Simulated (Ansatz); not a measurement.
## Ga$_{8}$As$_{7}$: density-of-states calculation (part 2 of 2)

Continued. System: Ga$_{8}$As$_{7}$ (15 atoms in the cell). Method: DFT PBE, scalar-relativistic, plane waves, PAW, no spin polarisation (Ansatz 0.2.0); cutoff 420 eV, 5×5×5 k-mesh, Gaussian smearing of 0.1 eV. The structure was built on a prototype by a generator; it need not be a known phase. It belongs to a series of runs on one base structure; here: 1 of 8 As atoms taken out at random, relaxed.

Geometry of the input (Å; fractional positions):
```
-5.7702  -5.7698  0.0006
-0.0576  -5.7120  5.7155
-5.7125  -0.0576  5.7154
Ga 0.0031  0.0120  0.5113
Ga 0.4735  0.0128  0.5124
Ga 0.0123  0.5378  0.4364
Ga 0.4937  0.4972  0.5149
Ga 0.0123  0.9369  0.0373
Ga 0.4940  0.0153  0.9962
Ga 0.9826  0.4841  0.9837
Ga 0.5499  0.4834  0.9833
As 0.1223  0.1160  0.1342
As 0.6262  0.1158  0.1349
As 0.6161  0.6332  0.1328
As 0.1039  0.1459  0.6455
As 0.6268  0.1240  0.6230
As 0.1220  0.6348  0.6156
As 0.6261  0.6353  0.6158
```

## Output, continued
```
  k-point 1: bands = ["-28.3780", "-28.3711", "-28.3459", "-28.3371", "-28.3310", "-28.2097", "-28.2086", "-28.2057", "-28.2047", "-28.1967", "-28.1958", "-28.1927", "-28.1917", "-28.1902", "-28.1889", "-28.1867", "-28.1854", "-28.1667", "-28.1659", "-28.1631", "-28.1621", "-28.1616", "-28.1608", "-28.1578", "-28.1569", "-28.1263", "-28.1225", "-28.1175", "-28.1138", "-28.1136", "-28.0813", "-28.0734", "-28.0573", "-28.0535", "-28.0403", "-8.0216", "-8.0067", "-7.9930", "-7.9706", "-7.9621", "-7.9358", "-7.9171", "-7.9147", "-7.9033", "-7.8961", "-7.8468", "-7.8177", "-7.7962", "-7.7953", "-7.7864", "-7.7641", "-7.7357", "-7.7291", "-7.7283", "-7.7235", "-7.7206", "-7.7047", "-7.7025", "-7.6942", "-7.6819", "-7.6558", "-7.6365", "-7.6335", "-7.6280", "-7.6242", "-7.5137", "-7.5073", "-7.4993", "-7.4666", "-7.4622", "-7.4588", "-7.4525", "-7.4505", "-7.4266", "-7.4242", "-5.2275", "-4.0061", "-3.8556", "-3.7712", "-3.5010", "-3.2563", "-3.2075", "0.2621", "0.5515", "0.5790", "0.7464", "1.0068", "1.1380", "1.4657", "3.9585", "4.1832", "4.3292", "4.5359", "4.5820", "4.9007", "4.9311", "5.1601", "5.2927", "5.5716", "5.7300", "5.9032", "5.9449", "6.4819", "6.5766", "7.6395", "8.1582", "8.2835", "8.6121", "8.6541", "8.7134", "8.7342", "8.9813", "9.2519"]
  k-point 2: bands = ["-28.3780", "-28.3711", "-28.3459", "-28.3371", "-28.3310", "-28.2096", "-28.2087", "-28.2057", "-28.2047", "-28.1967", "-28.1958", "-28.1927", "-28.1917", "-28.1901", "-28.1890", "-28.1866", "-28.1855", "-28.1667", "-28.1659", "-28.1631", "-28.1621", "-28.1616", "-28.1608", "-28.1578", "-28.1569", "-28.1263", "-28.1225", "-28.1175", "-28.1139", "-28.1136", "-28.0813", "-28.0734", "-28.0573", "-28.0535", "-28.0403", "-8.0209", "-8.0059", "-7.9927", "-7.9694", "-7.9608", "-7.9358", "-7.9169", "-7.9138", "-7.9028", "-7.8960", "-7.8434", "-7.8160", "-7.7990", "-7.7980", "-7.7841", "-7.7666", "-7.7340", "-7.7292", "-7.7274", "-7.7229", "-7.7211", "-7.7069", "-7.7046", "-7.6966", "-7.6812", "-7.6565", "-7.6368", "-7.6339", "-7.6284", "-7.6241", "-7.5066", "-7.5062", "-7.5008", "-7.4729", "-7.4618", "-7.4586", "-7.4541", "-7.4498", "-7.4276", "-7.4259", "-4.9285", "-4.4622", "-3.7131", "-3.6808", "-3.5379", "-3.4778", "-3.3621", "0.3774", "0.8180", "0.8334", "0.8778", "1.4105", "1.5122", "2.1378", "3.3848", "3.8241", "3.8662", "3.9760", "4.1380", "4.3427", "4.8499", "5.1048", "5.1353", "5.3114", "5.5302", "5.6542", "5.7389", "6.3682", "6.4941", "6.7049", "8.3139", "8.4836", "8.7481", "8.9655", "9.1022", "9.1826", "9.5718", "9.9372"]
  k-point 62: bands = ["-28.3780", "-28.3711", "-28.3459", "-28.3371", "-28.3310", "-28.2097", "-28.2086", "-28.2058", "-28.2046", "-28.1967", "-28.1958", "-28.1927", "-28.1917", "-28.1902", "-28.1889", "-28.1868", "-28.1853", "-28.1667", "-28.1659", "-28.1631", "-28.1621", "-28.1616", "-28.1608", "-28.1578", "-28.1569", "-28.1263", "-28.1225", "-28.1175", "-28.1138", "-28.1136", "-28.0813", "-28.0734", "-28.0573", "-28.0535", "-28.0403", "-8.0207", "-8.0051", "-7.9919", "-7.9708", "-7.9609", "-7.9368", "-7.9181", "-7.9140", "-7.9018", "-7.8959", "-7.8438", "-7.8242", "-7.7935", "-7.7919", "-7.7858", "-7.7640", "-7.7371", "-7.7278", "-7.7271", "-7.7219", "-7.7193", "-7.7053", "-7.7017", "-7.6967", "-7.6853", "-7.6580", "-7.6354", "-7.6316", "-7.6314", "-7.6264", "-7.5184", "-7.5090", "-7.5005", "-7.4641", "-7.4628", "-7.4592", "-7.4513", "-7.4510", "-7.4262", "-7.4237", "-4.8371", "-4.4706", "-3.9251", "-3.6741", "-3.6521", "-3.3736", "-3.2836", "0.4544", "0.7239", "0.8353", "0.9876", "1.5885", "1.7485", "2.3908", "2.9943", "3.5266", "3.7350", "3.8452", "4.3471", "4.5267", "4.6093", "4.8671", "5.1406", "5.2663", "5.2817", "5.5921", "5.6690", "5.7922", "6.2915", "7.6149", "8.4664", "8.7890", "8.8849", "9.1954", "9.4624", "9.5717", "9.7020", "9.7624"]
--- Löwdin populations: 15 sites ---
  site symbol       q [e]
     0     Ga     12.9500
     1     Ga     12.9499
     2     Ga     13.0333
     3     Ga     12.9436
     4     Ga     13.0332
     5     Ga     12.9436
     6     Ga     12.9048
     7     Ga     12.9028
     8     As     15.0015
     9     As     15.0015
    10     As     14.9917
    11     As     15.0105
    12     As     15.0153
    13     As     15.0016
    14     As     15.0016
  spilling = 0.001508 (of n_electrons = 209.000000)
```

## File populations.tsv
```
# site	symbol	l	j	q
# orbitals = lowdin
# n_electrons = 209.000000
# spilling = 0.001508
0	Ga	0_4S	-	1.147646
0	Ga	1_4P	-	1.814169
0	Ga	2_3D	-	9.988205
1	Ga	0_4S	-	1.147841
1	Ga	1_4P	-	1.813782
1	Ga	2_3D	-	9.988234
2	Ga	0_4S	-	1.413590
2	Ga	1_4P	-	1.626762
2	Ga	2_3D	-	9.992960
3	Ga	0_4S	-	1.142826
3	Ga	1_4P	-	1.812760
3	Ga	2_3D	-	9.988004
4	Ga	0_4S	-	1.413036
4	Ga	1_4P	-	1.627191
4	Ga	2_3D	-	9.992949
5	Ga	0_4S	-	1.142792
5	Ga	1_4P	-	1.812780
5	Ga	2_3D	-	9.988001
6	Ga	0_4S	-	1.246387
6	Ga	1_4P	-	1.669499
6	Ga	2_3D	-	9.988956
7	Ga	0_4S	-	1.243288
7	Ga	1_4P	-	1.670690
7	Ga	2_3D	-	9.988844
8	As	0_4S	-	1.501448
8	As	1_4P	-	3.502879
8	As	2_3D	-	9.997178
9	As	0_4S	-	1.500843
9	As	1_4P	-	3.503466
9	As	2_3D	-	9.997172
10	As	0_4S	-	1.496541
10	As	1_4P	-	3.497951
10	As	2_3D	-	9.997165
11	As	0_4S	-	1.543232
11	As	1_4P	-	3.469904
11	As	2_3D	-	9.997320
12	As	0_4S	-	1.486110
12	As	1_4P	-	3.532170
12	As	2_3D	-	9.997028
13	As	0_4S	-	1.501505
13	As	1_4P	-	3.502928
13	As	2_3D	-	9.997179
14	As	0_4S	-	1.500885
14	As	1_4P	-	3.503556
14	As	2_3D	-	9.997172
```

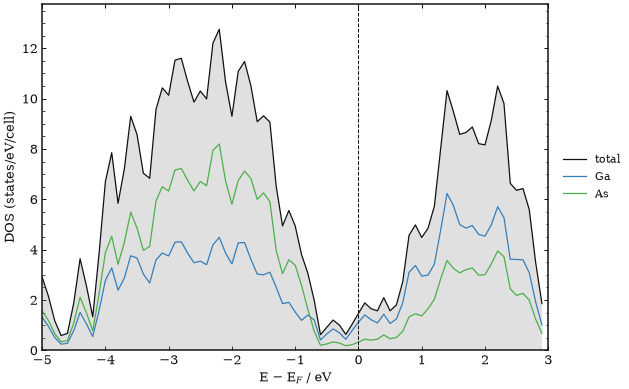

**Figure 1.** Density of states (projected on Löwdin-orthogonalised atomic shells), with energies from the Fermi level. There are states at the Fermi level: a metal at this level of theory.

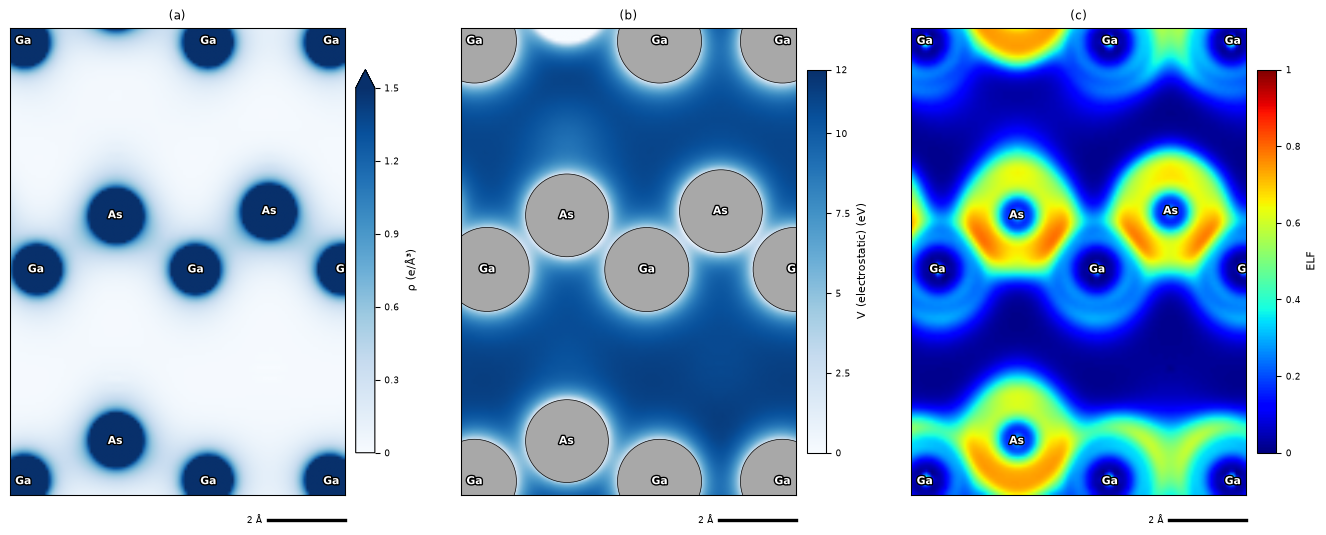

**Figure 2.** (a) valence charge density (pseudo); (b) electrostatic potential (local pseudopotential plus Hartree) felt by an electron; (c) electron localisation function on the (101̄) plane of the conventional cell. Grey discs, where drawn, cover atomic cores. The plane passes through Ga and As nuclei. The density dies away to nearly zero in the voids. Outside the cores the potential energy rises away from the atoms and is highest about 2.3 Å from the nearest atoms; outside the discs it spans about 11 eV, and its zero is arbitrary. In a PAW calculation such maps are meaningful between the atoms, not at the nuclei.

## Results in brief

```csv
quantity,value
outcome,converged
space group (tolerance 0.01 Å),Cm (8)
electrons treated,209
free energy,−64260.1828 eV
Fermi energy,7.392 eV
gap on the k-point mesh,none (metallic)
pressure,−0.10 GPa
largest force (length of the vector),0.077 eV/Å
hardware,"4 threads of Intel Xeon (Granite Rapids), 12 GiB of memory available, shared host"
wall time,67 s (CPU time 4.4 min)
peak memory,2.4 GiB
```
